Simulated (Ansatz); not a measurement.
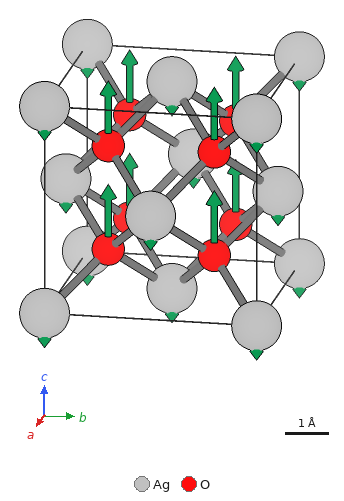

Phonons of crystalline AgO2 (a generated structure), space group Fm-3m (No. 225), at the zone centre. The optical levels lie at 170 (×3), 297 (×3) cm⁻¹. One mode is drawn. Displacements are drawn as green arrows; their common scale and sign are arbitrary. Style: ball-and-stick. Shown: the conventional cell (4 times the calculation's cell), from a free direction. Lengths and directions refer to the drawn axes.

These are results of DFT PBEsol, scalar-relativistic, plane waves, PAW (Ansatz 0.2.0), not measurements. Settings: plane-wave cutoff 420 eV; k-point mesh 14 × 14 × 14; occupations fermi dirac; smearing width 0.15 eV; no spin polarisation.

The frequencies depend somewhat on the k-mesh and the smearing.

Q: To which level does it belong?

A: The level at 297 cm⁻¹. This is the T₁u mode (triply degenerate; one member of the set is drawn), the highest optical level, infrared-active by symmetry. The O sublattice moves against the Ag sublattice, along c; the kinetic energy is shared as O 77 %, Ag 23 %. The crystal is a metal, so free carriers screen the infrared response.

Limits of the set-up: an odd number of electrons was run without spin polarisation, which fails if the electron would localise.
